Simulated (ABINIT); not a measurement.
**Geometry relaxation, with input and output: WSi2 (part 4 of 4)**

WSi2 (I4/mmm, 3 atoms in the cell); Kohn-Sham DFT of a periodic cell, PBE, PseudoDojo NC SR PBE v0.4.1 standard, no spin polarisation (ABINIT 10.8.3); cutoff 1006.82 eV, 9×9×9 k-mesh, fermi-dirac of 0.05 eV. The structure derives from an entry of the Crystallography Open Database.

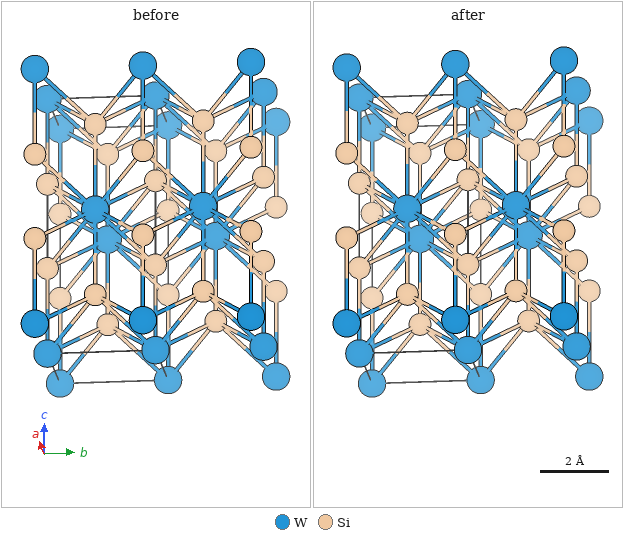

**Figure 1.** Before (left) and after (right) the relaxation, at one scale (ball-and-stick view of the cell 2 times as large as that of the calculation, set on its symmetry axes, repeated 2 × 2 × 1, seen at an oblique angle). The energy falls by 2.1 meV per atom in 7 geometry steps. Largest force component: 0.044 eV/Å at the start, under 0.0001 eV/Å at the end. The atoms keep their places relative to the cell (all moves are under 0.005 Å). Cell: a = b 3.214 → 3.230 Å (+0.5 %), c 7.830 → 7.865 Å (+0.5 %). Volume +1.5 %. Among the contacts that change: W1–Si2 2.615 → 2.628 Å. The space group stays I4/mmm (No. 139). (Atoms are counted from 1 in the order of the input.)

The run was set up as follows.

### Input
```
# Pseudopotentials
pp_dirpath "./"
pseudos "W.upf, Si.upf"

# Structure
acell 8.5542390769 8.5542390769 8.5542390769
rprim
    -0.3549820016     0.3549820016     0.8648558013
     0.3549820016    -0.3549820016     0.8648558013
     0.3549820016     0.3549820016    -0.8648558013
ntypat 2
znucl 74 14
natom 3
typat 1 2 2
chkprim 0
chksymtnons 0
tolsym 1.0e-6
xred
            0.0            0.0            0.0
   0.6653000000   0.6653000000            0.0
   0.3347000000   0.3347000000            0.0

# Plane-wave basis
ecut 37.0
ecutsm 0.5

# k points
kptopt 1
ngkpt 9 9 9
nshiftk 1
shiftk 0.0 0.0 0.0

# Exchange and correlation
ixc 11

# Bands and occupations
nband 15
occopt 3
tsmear 0.05 eV

# SCF cycle
nstep 80
tolvrs 1.0e-12

# Output
iomode 3
prteig 0
prtebands 0
prtwf 0
prtden 0

# Relaxation
ionmov 2
optcell 2
ntime 50
tolmxf 2.0e-5
dilatmx 1.08
```

Launched with:
```bash
mpirun --bind-to none -np 4 abinit run.abi > log 2>&1
```

### Key numbers

```csv
quantity,value
outcome,converged
space group (tolerance 0.01 Å),I4/mmm (139)
electrons treated,22
free energy,−2295.3519 eV
Fermi energy,13.385 eV
gap on the k-point mesh,none (metallic)
pressure,0.00 GPa
final volume,41.04 Å³
largest force (length of the vector) at the end,under 0.001 eV/Å
final cell,"a = 4.548 Å, b = 4.548 Å, c = 4.548 Å, α = 138.39°, β = 138.39°, γ = 60.30°"
hardware,"4 threads of AMD EPYC (Zen 3), 32 GiB of memory available, shared host"
wall time,8.8 min (CPU time 35 min)
peak memory,0.44 GiB
```

### Remarks

Spin–orbit coupling is left out, which matters for W.
